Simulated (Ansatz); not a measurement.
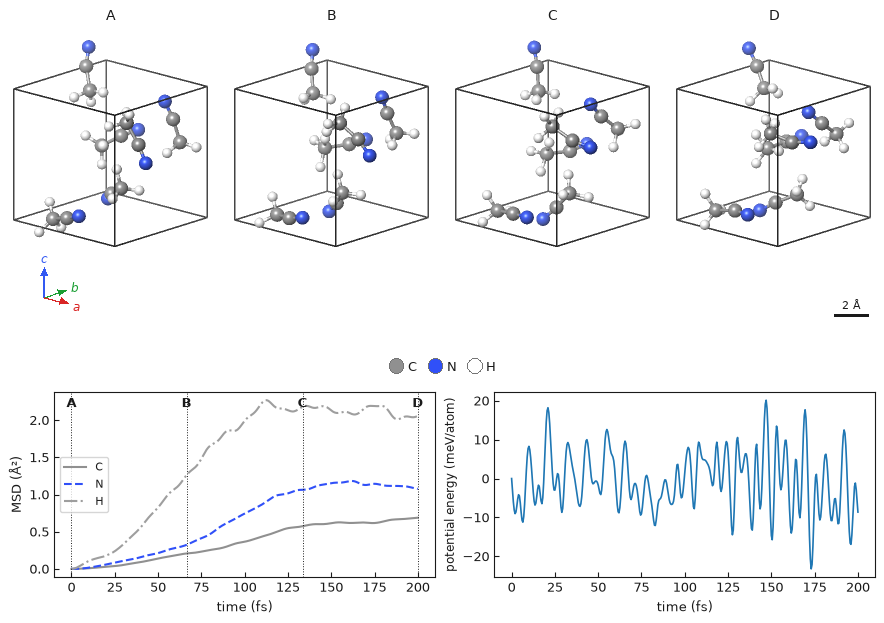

Molecular dynamics of a periodic cell with 6 CH3CN at 0.784 g/cm³, 200 fs long. It starts from the last geometry of an earlier run, with fresh velocities. Frames (A at 0 fs, B at 66 fs, C at 134 fs, D at 200 fs) and the history of the run. The picture is a ball-and-stick view of the simulation cell, seen from a free direction. Atoms that leave the cell re-enter on the other side.

All numbers below come from Ansatz 0.2.0, DFT PBE-D3(BJ), scalar-relativistic, plane waves, PAW. Settings: plane-wave cutoff 420 eV; k-point mesh 1 × 1 × 1; Fermi-Dirac smearing 0.05 eV; constant energy (NVE); velocities drawn for 700 K; time step 0.5 fs.

What happens in this trajectory?

Over the second half the temperature averages 702 K (spread ±67 K). The potential energy in the second half lies on average 0.3 meV per atom below the first frame. Root-mean-square distances from the starting positions over the second half, with the common drift of all atoms taken out: H 1.46 Å, N 1.03 Å, C 0.76 Å. The heavy atoms stay within a fraction of a molecule's size of their starting places; so short a run doesn't tell a liquid from a solid.

Limits of the set-up: the periodic images lie only 8.1 Å apart, so the values are limited by the cell's size.
